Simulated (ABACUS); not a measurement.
**Geometry relaxation, with input and output: ZrSe2 (part 1 of 3)**

System: ZrSe2 (P-3m1, 3 atoms in the cell).
Method: Kohn-Sham DFT of a periodic cell, PBE, Ansatz NC PBE, no spin polarisation (ABACUS 3.10.1).

The structure derives from an entry of the Crystallography Open Database.

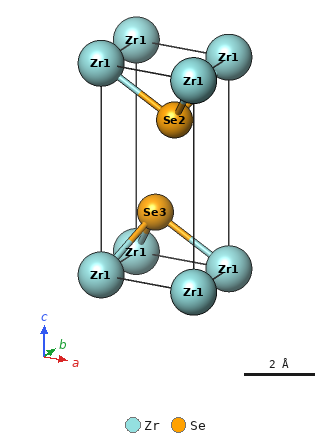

**Figure 1.** The starting structure (ball-and-stick view of the cell of the calculation, seen slightly off an axis; atoms are numbered from 1 in the order of the input). Near neighbours in the crystal (not all of them lie inside the picture): Zr has 6 Se at 2.68 Å; Se has 3 Zr at 2.68 Å.

**Input file**
```python
"""Relaxation by an ASE optimiser with ABACUS as a small file-based calculator."""
import re
import subprocess
import numpy as np
from ase.calculators.calculator import Calculator, all_changes
from ase.filters import FrechetCellFilter
from ase.io import read
from ase.optimize import BFGS
from ase.stress import full_3x3_to_voigt_6_stress
from ase.units import Bohr, GPa

atoms = read("ZrSe2.cif")
atoms = atoms[(-atoms.numbers).argsort(kind="stable")]  # ABACUS lists atoms element by element
pseudo = {'Zr': 'Zr.upf', 'Se': 'Se.upf'}
orbital = {'Zr': 'Zr_confined-atom_8au_2s1p1d.orb', 'Se': 'Se_confined-atom_7au_1s1p1d.orb'}
magmoms = None
kmesh = [7, 7, 5]
params = {
    'suffix': 'ZrSe2',
    'calculation': 'scf',
    'basis_type': 'lcao',
    'pseudo_dir': './',
    'orbital_dir': './',
    'symmetry': 1,
    'dft_functional': 'pbe',
    'ecutwfc': 100,
    'pseudo_rcut': 10,
    'nspin': 1,
    'nbands': 27,
    'ks_solver': 'genelpa',
    'smearing_method': 'fd',
    'smearing_sigma': 0.00367493,
    'scf_thr': 1e-07,
    'scf_nmax': 100,
    'mixing_type': 'broyden',
    'mixing_beta': 0.7,
    'cal_force': 1,
    'cal_stress': 1,
    'out_mul': 1,
}


def write_input(atoms):
    symbols = atoms.get_chemical_symbols()
    elements = list(dict.fromkeys(symbols))
    lines = ["ATOMIC_SPECIES"] + [f"{e} {atoms.get_masses()[symbols.index(e)]:.4f} {pseudo[e]}" for e in elements]
    if orbital:
        lines += ["", "NUMERICAL_ORBITAL"] + [orbital[e] for e in elements]
    lines += ["", "LATTICE_CONSTANT", f"{1 / Bohr:.10f}", "", "LATTICE_VECTORS"]
    lines += [" ".join(f"{x:.10f}" for x in v) for v in atoms.cell]
    lines += ["", "ATOMIC_POSITIONS", "Direct"]
    for e in elements:
        lines += ["", e, "0.0", str(symbols.count(e))]
        for i, p in enumerate(atoms.get_scaled_positions(wrap=False)):
            if symbols[i] == e:
                mag = "" if magmoms is None else " mag " + " ".join(str(x) for x in (magmoms[i] if isinstance(magmoms[i], list) else [magmoms[i]]))
                lines.append(" ".join(f"{x:.10f}" for x in p) + " 1 1 1" + mag)
    open("STRU", "w").write("\n".join(lines) + "\n")
    open("KPT", "w").write("K_POINTS\n0\nGamma\n%d %d %d 0 0 0\n" % tuple(kmesh))
    open("INPUT", "w").write("INPUT_PARAMETERS\n" + "".join(f"{k:<20s}{v}\n" for k, v in params.items()))


class Abacus(Calculator):
    implemented_properties = ["energy", "free_energy", "forces", "stress"]

    def calculate(self, atoms=None, properties=("energy",), system_changes=all_changes):
        super().calculate(atoms, properties, system_changes)
        write_input(self.atoms)
        subprocess.run(['mpirun', '-np', '4', 'abacus'], check=True)
        log = open("OUT.ZrSe2/running_scf.log").read()
        if "charge density convergence is achieved" not in log:
            raise RuntimeError("SCF not converged")
        rows = lambda title, n: np.array([l.split()[-3:] for l in log.split(title)[-1].split("\n")[2:2 + n]], float)
        energy = float(re.findall(r"FINAL_ETOT_IS (\S+)", log)[-1])
        stress = -rows("TOTAL-STRESS", 3) / 10 * GPa  # ABACUS prints kbar, compression positive
        self.results = dict(energy=energy, free_energy=energy, forces=rows("TOTAL-FORCE", len(self.atoms)), stress=full_3x3_to_voigt_6_stress(stress))


atoms.calc = Abacus()
opt = BFGS(FrechetCellFilter(atoms), logfile="opt.log", trajectory="relax.traj")
print("optimiser converged:", opt.run(fmax=0.02, steps=60))
```

**File ZrSe2.cif**
```
data_ZrSe2
_cell_length_a 3.79800000
_cell_length_b 3.79800000
_cell_length_c 6.19200000
_cell_angle_alpha 90.00000000
_cell_angle_beta 90.00000000
_cell_angle_gamma 120.00000000
_space_group_name_H-M_alt 'P1'
_space_group_name_Hall 'P 1'
_space_group_IT_number 1
loop_
_space_group_symop_operation_xyz
'x,y,z'
loop_
_atom_site_label
_atom_site_type_symbol
_atom_site_symmetry_multiplicity
_atom_site_Wyckoff_symbol
_atom_site_fract_x
_atom_site_fract_y
_atom_site_fract_z
_atom_site_occupancy
Zr1 Zr 1 a 0.0000000000 0.0000000000 0.0000000000 1
Se1 Se 1 a 0.6666666667 0.3333333333 0.7500000000 1
Se2 Se 1 a 0.3333333333 0.6666666667 0.2500000000 1
```

**File INPUT**
```
INPUT_PARAMETERS
suffix              ZrSe2
calculation         scf
basis_type          lcao
pseudo_dir          ./
orbital_dir         ./
symmetry            1
dft_functional      pbe
ecutwfc             100
pseudo_rcut         10
nspin               1
nbands              27
ks_solver           genelpa
smearing_method     fd
smearing_sigma      0.00367493
scf_thr             1e-07
scf_nmax            100
mixing_type         broyden
mixing_beta         0.7
cal_force           1
cal_stress          1
out_mul             1
```

**File STRU**
```
ATOMIC_SPECIES
Zr 91.2240 Zr.upf
Se 78.9710 Se.upf

NUMERICAL_ORBITAL
Zr_confined-atom_8au_2s1p1d.orb
Se_confined-atom_7au_1s1p1d.orb

LATTICE_CONSTANT
1.8897261258

LATTICE_VECTORS
3.8767754148 -0.0000000000 0.0000000000
-1.9383877074 3.3573859939 -0.0000000000
-0.0000000000 0.0000000000 6.1947368964

ATOMIC_POSITIONS
Direct

Zr
0.0
1
0.0000000000 0.0000000000 0.0000000000 1 1 1

Se
0.0
2
0.6666666667 0.3333333333 0.7469385298 1 1 1
0.3333333333 0.6666666667 0.2530614702 1 1 1
```

**File KPT**
```
K_POINTS
0
Gamma
7 7 5 0 0 0
```

Hardware: 4 threads of Intel Xeon (Sapphire Rapids), 16 GiB of memory available, shared host.

Run as:
```bash
OMP_NUM_THREADS=1 python run_abacus.py > log
```

**What the program printed**
```
ABACUS v3.10.1

               Atomic-orbital Based Ab-initio Computation at UStc

 ------------------------------------------------------------------------------------

 READING GENERAL INFORMATION
                           global_out_dir = OUT.ZrSe2/
                           global_in_card = INPUT
                               pseudo_dir = ./
                              orbital_dir = ./
                                    DSIZE = 4
                                    GSIZE = 1

 READING UNITCELL INFORMATION
                                    ntype = 2
                  lattice constant (Bohr) = 1.88973
              lattice constant (Angstrom) = 1

 READING ATOM TYPE 1
                               atom label = Zr
                      L=0, number of zeta = 2
                      L=1, number of zeta = 1
                      L=2, number of zeta = 1
             number of atom for this type = 1

 READING ATOM TYPE 2
                               atom label = Se
                      L=0, number of zeta = 1
                      L=1, number of zeta = 1
                      L=2, number of zeta = 1
             number of atom for this type = 2

                        TOTAL ATOM NUMBER = 3
DIRECT COORDINATES
    atom                   x                   y                   z     mag                  vx                  vy                  vz
taud_Zr1            0.0000000000        0.0000000000        0.0000000000  0.0000        0.0000000000        0.0000000000        0.0000000000
taud_Se1            0.6666666667        0.3333333333        0.7469385298  0.0000        0.0000000000        0.0000000000        0.0000000000
taud_Se2            0.3333333333        0.6666666667        0.2530614702  0.0000        0.0000000000        0.0000000000        0.0000000000

                          Volume (Bohr^3) = 544.116
                             Volume (A^3) = 80.6296

 Lattice vectors: (Cartesian coordinate: in unit of a_0)
             +3.87678                  -0                  +0
             -1.93839            +3.35739                  -0
                   -0                  +0            +6.19474
 Reciprocal vectors: (Cartesian coordinate: in unit of 2 pi/a_0)
            +0.257946           +0.148925                  +0
                   +0           +0.297851                  -0
                   +0                  -0           +0.161427
 The esolver type has been set to : ksdft_lcao

                PAO radial cut off (Bohr) = 10

 Read in pseudopotential file is Zr.upf
                     pseudopotential type = NC
          exchange-correlation functional = PBE
                 nonlocal core correction = 1
                        valence electrons = 12
                                     lmax = 2
                           number of zeta = 4
                     number of projectors = 6
                           L of projector = 0
                           L of projector = 0
                           L of projector = 1
                           L of projector = 1
                           L of projector = 2
                           L of projector = 2
                PAO radial cut off (Bohr) = 10

 Read in pseudopotential file is Se.upf
                     pseudopotential type = NC
          exchange-correlation functional = PBE
                 nonlocal core correction = 1
                        valence electrons = 16
                                     lmax = 2
                           number of zeta = 3
                     number of projectors = 6
                           L of projector = 0
                           L of projector = 0
                           L of projector = 1
                           L of projector = 1
                           L of projector = 2
                           L of projector = 2
     initial pseudo atomic orbital number = 28

 SETUP THE ELECTRONS NUMBER
            electron number of element Zr = 12
      total electron number of element Zr = 12
            electron number of element Se = 16
      total electron number of element Se = 32
            AUTOSET number of electrons:  = 44
                           occupied bands = 22
                                   NLOCAL = 28
                                   NBANDS = 27
                                   NBANDS = 27
                                   NLOCAL = 28

%%%%%%%%%%%%%%%%%%%%%%%%%%%%%%%%%%%%%%%%%%%%%%%%%%%%%%%%%%%%%%%%%%%%%%%%%%%%%%%%%%%%%%%%%%%%%%%%%%%%%%%%%%
 Warning: the number of valence electrons in pseudopotential > 4 for Zr: [Kr] 4d2 5s2
 Warning: the number of valence electrons in pseudopotential > 6 for Se: [Ar] 3d10 4s2 4p4
 Pseudopotentials with additional electrons can yield (more) accurate outcomes, but may be less efficient.
 If you're confident that your chosen pseudopotential is appropriate, you can safely ignore this warning.
%%%%%%%%%%%%%%%%%%%%%%%%%%%%%%%%%%%%%%%%%%%%%%%%%%%%%%%%%%%%%%%%%%%%%%%%%%%%%%%%%%%%%%%%%%%%%%%%%%%%%%%%%%

 SETUP THE PLANE WAVE BASIS
 energy cutoff for charge/potential (unit:Ry) = 400
            fft grid for charge/potential = [ 48, 48, 75 ]
                        fft grid division = [ 4, 4, 5 ]
        big fft grid for charge/potential = [ 12, 12, 15 ]
                                     nbxx = 576
                                     nrxx = 46080

 SETUP PLANE WAVES FOR CHARGE/POTENTIAL
                    number of plane waves = 73473
                         number of sticks = 1483

 PARALLEL PW FOR CHARGE/POTENTIAL
     PROC   COLUMNS(POT)             PW
        1            371          18371
        2            371          18371
        3            371          18369
        4            370          18362
 --------------- sum -------------------
        4           1483          73473
                            number of |g| = 3184
                                  max |g| = 36.1803
                                  min |g| = 0

----------- Double Check Mixing Parameters Begin ------------
mixing_type: broyden
mixing_beta: 0.7
mixing_gg0: 1
mixing_gg0_min: 0.1
mixing_ndim: 8
----------- Double Check Mixing Parameters End ------------

 LATTICE VECTORS: (CARTESIAN COORDINATE: IN UNIT OF A0)
             +3.87678                  -0                  +0
             -1.93839            +3.35739                  -0
                   -0                  +0            +6.19474
                       right hand lattice = 1
                                   NORM_A = 3.87678
                                   NORM_B = 3.87678
                                   NORM_C = 6.19474
                           ALPHA (DEGREE) = 90
                           BETA  (DEGREE) = 90
                           GAMMA (DEGREE) = 120

 The lattice vectors have been changed (STRU_SIMPLE.cif)

(for optimal symmetric configuration:)
                             BRAVAIS TYPE = 4
                     BRAVAIS LATTICE NAME = 04. Hexagonal cell
                                    ibrav = 4
                                    IBRAV = 4
                                  BRAVAIS = HEXAGONAL CELL
                       LATTICE CONSTANT A = 3.87678
                                C/A RATIO = 1.59791
Original cell was already a primitive cell.
                        ROTATION MATRICES = 24
              PURE POINT GROUP OPERATIONS = 12
                   SPACE GROUP OPERATIONS = 12
                                       C2 = 3
                                       C3 = 2
                                       C4 = 0
                                       C6 = 0
                                       S1 = 3
                                       S3 = 0
                                       S4 = 0
                                       S6 = 2
                              POINT GROUP = D_3d
                                       C2 = 3
                                       C3 = 2
                                       C4 = 0
                                       C6 = 0
                                       S1 = 3
                                       S3 = 0
                                       S4 = 0
                                       S6 = 2
               POINT GROUP IN SPACE GROUP = D_3d

 SETUP K-POINTS
                                    nspin = 1
                   Input type of k points = Monkhorst-Pack(Gamma)
                                   nkstot = 245
                       right hand lattice = 1
(for reciprocal lattice: )
                             BRAVAIS TYPE = 4
                     BRAVAIS LATTICE NAME = 04. Hexagonal cell
                                    ibrav = 4
                       right hand lattice = 1
(for k-lattice: )
                             BRAVAIS TYPE = 4
                     BRAVAIS LATTICE NAME = 04. Hexagonal cell
                                    ibrav = 4
                       right hand lattice = 1
                        ROTATION MATRICES = 24
                               nkstot_ibz = 32
K-POINTS REDUCTION ACCORDING TO SYMMETRY
     IBZ    DIRECT_X    DIRECT_Y    DIRECT_Z  WEIGHT  ibz2bz
       1  0.00000000  0.00000000  0.00000000  0.0041       0
       2 -0.14285714  0.14285714  0.00000000  0.0245       1
       3 -0.28571429  0.28571429  0.00000000  0.0245       2
       4 -0.42857143  0.42857143  0.00000000  0.0245       3
       5 -0.14285714  0.28571429  0.00000000  0.0245       8
       6 -0.28571429  0.42857143  0.00000000  0.0490       9
       7  0.42857143  0.42857143  0.00000000  0.0245      10
       8  0.42857143  0.28571429  0.00000000  0.0245      16
       9  0.00000000  0.00000000  0.20000000  0.0082      49
      10 -0.14285714  0.14285714  0.20000000  0.0245      50
      11 -0.28571429  0.28571429  0.20000000  0.0245      51
      12 -0.42857143  0.42857143  0.20000000  0.0245      52
      13  0.42857143 -0.42857143  0.20000000  0.0245      53
      14  0.28571429 -0.28571429  0.20000000  0.0245      54
      15  0.14285714 -0.14285714  0.20000000  0.0245      55
      16 -0.14285714  0.28571429  0.20000000  0.0490      57
      17 -0.28571429  0.42857143  0.20000000  0.0490      58
      18  0.42857143  0.42857143  0.20000000  0.0490      59
      19  0.42857143 -0.28571429  0.20000000  0.0490      60
      20  0.42857143  0.28571429  0.20000000  0.0490      65
      21  0.00000000  0.00000000  0.40000000  0.0082      98
      22 -0.14285714  0.14285714  0.40000000  0.0245      99
      23 -0.28571429  0.28571429  0.40000000  0.0245     100
      24 -0.42857143  0.42857143  0.40000000  0.0245     101
      25  0.42857143 -0.42857143  0.40000000  0.0245     102
```
